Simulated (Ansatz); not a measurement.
## Geometry relaxation of GaN (part 1 of 2)

GaN (P6₃mc, 4 atoms in the cell), computed with DFT PBE+D3(BJ), scalar-relativistic, plane waves, PAW, no spin polarisation (Ansatz 0.2.0).

The structure derives from an entry of the Crystallography Open Database. Figures and captions count atoms from 1; the log counts them from 0 in places.

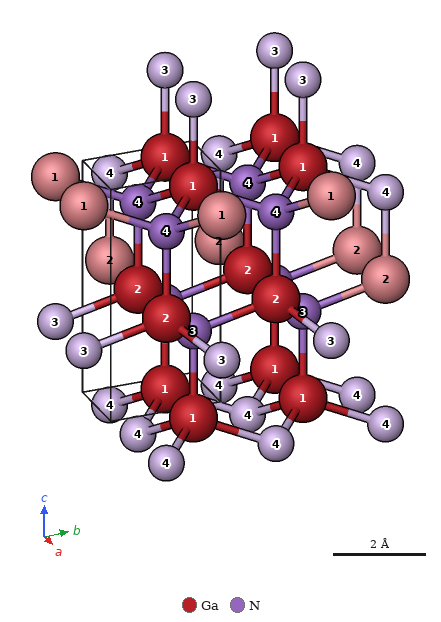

**Figure 1.** The starting structure (ball-and-stick view of the cell of the calculation, repeated 2 × 2 × 1, seen slightly off an axis; neighbours outside the cell are drawn fainter; atoms are numbered from 1 in the order of the input). An atom can appear more than once, as a periodic image. Near neighbours in the periodic cell (some may lie outside the picture): Ga has 4 N at 1.94 to 1.95 Å; N has 4 Ga at 1.94 to 1.95 Å.

Results in brief:

| quantity | value |
| --- | --- |
| outcome | converged |
| space group (tolerance 0.01 Å) | P6₃mc (186) |
| electrons treated | 36 |
| free energy | −8336.8345 eV |
| Fermi energy | 10.485 eV |
| gap on the k-point mesh | 1.84 eV |
| pressure | 0.00 GPa |
| final volume | 46.09 Å³ |
| largest force (length of the vector) at the end | under 0.001 eV/Å |
| final cell | a = 3.197 Å, b = 3.197 Å, c = 5.209 Å, α = 90.00°, β = 90.00°, γ = 120.00° |
| hardware | 4 threads of Arm Neoverse V2, 24 GiB of memory available, shared host |
| wall time | 13 s (CPU time 50 s) |
| peak memory | 0.25 GiB |

The input:
```yaml
crystal:
  lattice:
    - [3.1799996605, 0.0, 0.0]
    - [-1.5899998303, 2.75396049, 0.0]
    - [0.0, 0.0, 5.166]
  atoms:
    - { symbol: Ga, position: [0.3333333333, 0.6666666667, 0.0] }
    - { symbol: Ga, position: [0.6666666667, 0.3333333333, 0.5] }
    - { symbol: "N", position: [0.3333333333, 0.6666666667, 0.375] }
    - { symbol: "N", position: [0.6666666667, 0.3333333333, 0.875] }
basis:
  ecutwfc: 420
kpoints:
  mp_grid: { grid: [12, 12, 6] }
hamiltonian:
  xc: pbe
  dispersion: d3bj
scf:
  occupations: { method: gaussian, width: 0.02 }
output:
  forces: true
  stress: true
  eigenvalues: true
relax:
  adjacent_minimum: "off"
  f_tol: 0.005
  max_steps: 80
  cell: { stress_tol: 0.05 }
```

Run as:
```bash
ansatz run input.yaml --threads 4 --pin off --max-ram 10240MiB --backend cpu --events-out ev --progress --plain --runs-dir out
```

What the program printed:
```
Engine: ansatz 0.2.0, aarch64-unknown-linux-gnu
Pseudopotentials: kind: paw
Pseudopotential: Ga, paw, valence charge 13, recommended cutoff 420 eV (normal), Ga.paw.azcp
Pseudopotential: N, paw, valence charge 5, recommended cutoff 420 eV (normal), N.paw.azcp
Functional definition: PBE
  parameter kappa = 0.804
  parameter beta = 0.06672455060314922
  exchange = pbe_x(kappa = kappa, mu = beta*pi^2/3)
  correlation = pbe_c(beta = beta)
Crystal: 4 atoms, lattice volume = 45.242 Å³
Basis set: ecut = 420 eV, 881 PW (Γ), exchange–correlation on 48×48×72 points (8 copies of the dense FFT grid, shifted against one another)
Bands: 22, of which v1, the nominal top of the filled ones, is band 18 counted from 1 (17 counted from 0)
Symmetry: 12 space group operations
Space group: P63mc (ITA 186), of the structure as read, at distance tolerance 3.6e-5 Å
k-points: 76 of 864 (time reversal used)
Non-local potential: Ga, projectors of the file, l = 0: 2, l = 1: 2, l = 2: 3, l = 3: 1
Non-local potential: N, projectors of the file, l = 0: 2, l = 1: 2, l = 2: 1
PAW form: soft (Blöchl's): semilocal exchange-correlation on the pseudo side does not see the compensation charge
PAW one-centre angular grid: Ga, 590 points (default); XC on 64 Gauss nodes
PAW one-centre angular grid: N, 110 points (default); XC on 64 Gauss nodes
Initial density: superposition of atomic densities (neutral atoms: chi_scale 0, normalization atom), corrected by the library's trained network
Initial wavefunctions: pseudopotential atomic-orbital guess
Functional: x = pbe(κ = 0.804, μ = 0.2195149727645171), c = pbe(β = 0.06672455060314922)
SCF iter   1: F=—  HF=-8336.822821 eV  |F-HF|=—  |Δ(HF+E_count)|=         —  Δρ=8.50e-4  dr2=1.85e-4  ethr=1.77e-3  ⟨swp⟩=5.3  Hψ=6948  notcnv=0
preconditioner: auto → Resta (q_TF=auto, 2.626 Å⁻¹)  ε∞=5.0  [insulator: Δε(μ)=1.958 eV  Ē_g=16.646 eV  σ=0.020 eV  W_gap=1.00  n_scr=22 (ndim 8)  ℏωp=33.1 eV  f_vac=0.008  D(μ)=0.00/eV (n_scr^D=0)  ε∞_Penn≈5.0]
SCF iter   2: F=—  HF=-8336.823443 eV  |F-HF|=—  |Δ(HF+E_count)|=   6.21e-4  Δρ=4.03e-4  dr2=2.58e-5  ethr=5.13e-7  ⟨swp⟩=2.1  Hψ=3776  notcnv=0
SCF iter   3: F=—  HF=-8336.823555 eV  |F-HF|=—  |Δ(HF+E_count)|=   1.13e-4  Δρ=1.85e-4  dr2=6.58e-6  ethr=7.16e-8  ⟨swp⟩=2.0  Hψ=2924  notcnv=0
SCF iter   4: F=—  HF=-8336.823582 eV  |F-HF|=—  |Δ(HF+E_count)|=   2.67e-5  Δρ=5.61e-5  dr2=9.54e-7  ethr=1.83e-8  ⟨swp⟩=2.0  Hψ=3009  notcnv=0
iter 5 did not close the SCF: its close was put off for the readings that it lacked (scf_convergence_deferred on its scf_iter line)
SCF iter   5: F=-8336.823585 eV  HF=-8336.823585 eV  |F-HF|=2.25e-7  |Δ(HF+E_count)|=   2.69e-6  Δρ=1.82e-5  dr2=9.26e-8  ethr=2.65e-9  ⟨swp⟩=2.0  Hψ=3028  notcnv=0
SCF iter   6: F=-8336.823585 eV  HF=-8336.823585 eV  |F-HF|=3.36e-9  |Δ(HF+E_count)|=   2.43e-7  Δρ=4.81e-6  dr2=9.36e-9  ethr=2.57e-10  ⟨swp⟩=2.0  Hψ=6255  notcnv=0
SCF 1 converged in 6 iterations: F = -8336.823585 eV  dr2 = 9.36e-9
  greatest PAW one-centre occupation: 0.995 electrons in one spin orbital (limit 2), on the Ga atom at site 0 (counted from 0), in its partial waves of l = 2
relax step   1: F+E_penalty+E_count = -8336.82358492 eV  Δ(F+E_penalty+E_count) = +0.000e0 eV  max|allowed force component| = 1.362e-1 eV/Å  Δτ_max = 0.0000 Å  P = +3.515 GPa  Ω = 45.242 Å³  (6 SCF iters, dr2 threshold 1.00e-7 eV, accepted)
Crystal: 4 atoms, lattice volume = 45.733 Å³
Basis set: ecut = 420 eV, 917 PW (Γ), exchange–correlation on 48×48×72 points (8 copies of the dense FFT grid, shifted against one another)
Initial density: handed on by an earlier stage of this run
Initial wavefunctions: those handed on with the density
iter 1 solved again at ethr=6.55e-6 eV; its pass at ethr=3.10e-3 eV (dr2=2.36e-3 eV) is discarded
SCF iter   1: F=—  HF=-8336.831024 eV  |F-HF|=—  |Δ(HF+E_count)|=         —  Δρ=2.16e-3  dr2=2.37e-3  ethr=6.55e-6  ⟨swp⟩=2.5  Hψ=8368  notcnv=0
preconditioner: auto → Resta (q_TF=auto, 2.622 Å⁻¹)  ε∞=5.0  [insulator: Δε(μ)=1.872 eV  Ē_g=16.573 eV  σ=0.020 eV  W_gap=1.00  n_scr=22 (ndim 8)  ℏωp=32.9 eV  f_vac=0.012  D(μ)=0.00/eV (n_scr^D=0)  ε∞_Penn≈5.0]
SCF iter   2: F=—  HF=-8336.830394 eV  |F-HF|=—  |Δ(HF+E_count)|=   6.30e-4  Δρ=4.74e-4  dr2=1.06e-4  ethr=6.55e-6  ⟨swp⟩=2.0  Hψ=2421  notcnv=0
SCF iter   3: F=—  HF=-8336.830395 eV  |F-HF|=—  |Δ(HF+E_count)|=   9.74e-7  Δρ=2.77e-4  dr2=3.11e-5  ethr=2.94e-7  ⟨swp⟩=1.3  Hψ=1919  notcnv=0
SCF iter   4: F=—  HF=-8336.830405 eV  |F-HF|=—  |Δ(HF+E_count)|=   1.04e-5  Δρ=6.02e-5  dr2=1.56e-6  ethr=8.63e-8  ⟨swp⟩=3.0  Hψ=3264  notcnv=0
SCF iter   5: F=-8336.830405 eV  HF=-8336.830405 eV  |F-HF|=3.64e-7  |Δ(HF+E_count)|=   4.08e-7  Δρ=3.15e-5  dr2=3.04e-7  ethr=1.11e-9  ⟨swp⟩=5.1  Hψ=7434  notcnv=0
SCF 2 converged in 5 iterations: F = -8336.830405 eV  dr2 = 3.04e-7
  greatest PAW one-centre occupation: 0.995 electrons in one spin orbital (limit 2), on the Ga atom at site 1 (counted from 0), in its partial waves of l = 2
relax step   2: F+E_penalty+E_count = -8336.83040505 eV  Δ(F+E_penalty+E_count) = -6.820e-3 eV  max|allowed force component| = 9.661e-2 eV/Å  Δτ_max = 0.0003 Å  P = +1.384 GPa  Ω = 45.733 Å³  energy of the carried Pulay correction = -1.587e-3 eV  (5 SCF iters, dr2 threshold 4.00e-7 eV, accepted)
Crystal: 4 atoms, lattice volume = 46.074 Å³
iter 1 solved again at ethr=3.07e-6 eV; its pass at ethr=3.10e-3 eV (dr2=1.10e-3 eV) is discarded
SCF iter   1: F=—  HF=-8336.831660 eV  |F-HF|=—  |Δ(HF+E_count)|=         —  Δρ=1.50e-3  dr2=1.11e-3  ethr=3.07e-6  ⟨swp⟩=2.3  Hψ=8187  notcnv=0
preconditioner: auto → Resta (q_TF=auto, 2.618 Å⁻¹)  ε∞=4.9  [insulator: Δε(μ)=1.832 eV  Ē_g=16.522 eV  σ=0.020 eV  W_gap=1.00  n_scr=22 (ndim 8)  ℏωp=32.8 eV  f_vac=0.012  D(μ)=0.00/eV (n_scr^D=0)  ε∞_Penn≈4.9]
SCF iter   2: F=—  HF=-8336.831370 eV  |F-HF|=—  |Δ(HF+E_count)|=   2.90e-4  Δρ=3.86e-4  dr2=6.14e-5  ethr=3.07e-6  ⟨swp⟩=2.0  Hψ=2258  notcnv=0
SCF iter   3: F=—  HF=-8336.831376 eV  |F-HF|=—  |Δ(HF+E_count)|=   6.53e-6  Δρ=2.08e-4  dr2=1.71e-5  ethr=1.70e-7  ⟨swp⟩=1.9  Hψ=2618  notcnv=0
SCF iter   4: F=—  HF=-8336.831383 eV  |F-HF|=—  |Δ(HF+E_count)|=   6.40e-6  Δρ=4.38e-5  dr2=8.83e-7  ethr=4.75e-8  ⟨swp⟩=3.0  Hψ=3272  notcnv=0
SCF iter   5: F=-8336.831383 eV  HF=-8336.831383 eV  |F-HF|=1.45e-8  |Δ(HF+E_count)|=   8.93e-8  Δρ=2.47e-5  dr2=1.85e-7  ethr=1.11e-9  ⟨swp⟩=5.1  Hψ=7399  notcnv=0
SCF 3 converged in 5 iterations: F = -8336.831383 eV  dr2 = 1.85e-7
relax step   3: F+E_penalty+E_count = -8336.83138294 eV  Δ(F+E_penalty+E_count) = -9.779e-4 eV  max|allowed force component| = 4.196e-2 eV/Å  Δτ_max = 0.0022 Å  P = -0.020 GPa  Ω = 46.074 Å³  energy of the carried Pulay correction = -2.678e-3 eV  (5 SCF iters, dr2 threshold 4.00e-7 eV, accepted)
Crystal: 4 atoms, lattice volume = 46.066 Å³
iter 1 solved again at ethr=9.19e-8 eV; its pass at ethr=3.10e-3 eV (dr2=3.31e-5 eV) is discarded
SCF iter   1: F=—  HF=-8336.831567 eV  |F-HF|=—  |Δ(HF+E_count)|=         —  Δρ=3.96e-4  dr2=3.42e-5  ethr=9.19e-8  ⟨swp⟩=2.0  Hψ=7389  notcnv=0
preconditioner: auto → Resta (q_TF=auto, 2.618 Å⁻¹)  ε∞=4.9  [insulator: Δε(μ)=1.848 eV  Ē_g=16.525 eV  σ=0.020 eV  W_gap=1.00  n_scr=22 (ndim 8)  ℏωp=32.8 eV  f_vac=0.010  D(μ)=0.00/eV (n_scr^D=0)  ε∞_Penn≈4.9]
SCF iter   2: F=—  HF=-8336.831562 eV  |F-HF|=—  |Δ(HF+E_count)|=   4.84e-6  Δρ=2.00e-4  dr2=9.68e-6  ethr=9.19e-8  ⟨swp⟩=2.0  Hψ=2867  notcnv=0
SCF iter   3: F=—  HF=-8336.831561 eV  |F-HF|=—  |Δ(HF+E_count)|=   1.28e-6  Δρ=3.19e-5  dr2=3.50e-7  ethr=2.69e-8  ⟨swp⟩=2.0  Hψ=2935  notcnv=0
SCF iter   4: F=-8336.831561 eV  HF=-8336.831561 eV  |F-HF|=1.07e-7  |Δ(HF+E_count)|=   8.51e-9  Δρ=1.53e-5  dr2=8.22e-8  ethr=4.10e-10  ⟨swp⟩=5.0  Hψ=7269  notcnv=0
SCF 4 converged in 4 iterations: F = -8336.831561 eV  dr2 = 8.22e-8
relax step   4: F+E_penalty+E_count = -8336.83156098 eV  Δ(F+E_penalty+E_count) = -1.780e-4 eV  max|allowed force component| = 2.992e-3 eV/Å  Δτ_max = 0.0019 Å  P = +0.017 GPa  Ω = 46.066 Å³  energy of the carried Pulay correction = -2.651e-3 eV  (4 SCF iters, dr2 threshold 1.48e-7 eV, accepted)
Initial wavefunctions: pseudopotential atomic-orbital guess (no wavefunctions were taken with the density)
iter 1 solved again at ethr=3.78e-8 eV; its pass at ethr=3.10e-3 eV (dr2=1.36e-5 eV) is discarded
SCF iter   1: F=—  HF=-8336.832983 eV  |F-HF|=—  |Δ(HF+E_count)|=         —  Δρ=5.79e-4  dr2=4.31e-6  ethr=3.78e-8  ⟨swp⟩=3.1  Hψ=11681  notcnv=0
SCF iter   2: F=—  HF=-8336.834088 eV  |F-HF|=—  |Δ(HF+E_count)|=   1.11e-3  Δρ=2.94e-4  dr2=1.27e-6  ethr=1.20e-8  ⟨swp⟩=2.8  Hψ=3023  notcnv=0
SCF iter   3: F=—  HF=-8336.834432 eV  |F-HF|=—  |Δ(HF+E_count)|=   3.44e-4  Δρ=7.41e-5  dr2=8.65e-8  ethr=3.54e-9  ⟨swp⟩=2.9  Hψ=3154  notcnv=0
SCF iter   4: F=—  HF=-8336.834455 eV  |F-HF|=—  |Δ(HF+E_count)|=   2.29e-5  Δρ=5.43e-6  dr2=4.56e-9  ethr=2.40e-10  ⟨swp⟩=2.0  Hψ=3040  notcnv=0
SCF iter   5: F=—  HF=-8336.834455 eV  |F-HF|=—  |Δ(HF+E_count)|=   2.97e-8  Δρ=2.40e-6  dr2=6.93e-10  ethr=1.27e-11  ⟨swp⟩=2.0  Hψ=2976  notcnv=0
SCF iter   6: F=—  HF=-8336.834455 eV  |F-HF|=—  |Δ(HF+E_count)|=   1.56e-8  Δρ=5.52e-7  dr2=1.50e-10  ethr=1.92e-12  ⟨swp⟩=2.0  Hψ=3040  notcnv=0
SCF iter   7: F=-8336.834455 eV  HF=-8336.834455 eV  |F-HF|=1.46e-11  |Δ(HF+E_count)|=  1.56e-10  Δρ=1.06e-7  dr2=4.30e-12  ethr=1.00e-12  ⟨swp⟩=4.0  Hψ=5780  notcnv=0
SCF 5 converged in 7 iterations: F = -8336.834455 eV  dr2 = 4.30e-12
relax step   5: F+E_penalty+E_count = -8336.83445484 eV  Δ(F+E_penalty+E_count) = -2.894e-3 eV  max|allowed force component| = 2.694e-3 eV/Å  Δτ_max = 0.0000 Å  P = +0.103 GPa  Ω = 46.066 Å³  stress off target by 1.04e-1 GPa  SCF on the basis re-selected at this cell (its energy is not comparable with the rows above)  (7 SCF iters)
basis re-selected at this cell: Δ(F+E_penalty+E_count) = -2.894e-3 eV, ΔP = +0.085 GPa vs the last step (what re-selecting the basis moved, of the pressure what is left beyond the Pulay correction that the steps carried, after the strain that the cell walked since its last selection, with what the two solves' SCF thresholds leave and, on support functions, any second-order correction that the steps lacked; it is no measure of the basis error at this ecutwfc). This SCF's stress stands 1.04e-1 GPa from its target on what of the cell is left free (relax.cell.stress_tol is 5.00e-2 GPa) and its largest allowed force component is 2.69e-3 eV/Å (relax.f_tol is 5.00e-3 eV/Å): not within both, so this SCF does not close the relaxation
Crystal: 4 atoms, lattice volume = 46.091 Å³
iter 1 solved again at ethr=1.66e-8 eV; its pass at ethr=3.10e-3 eV (dr2=5.96e-6 eV) is discarded
```
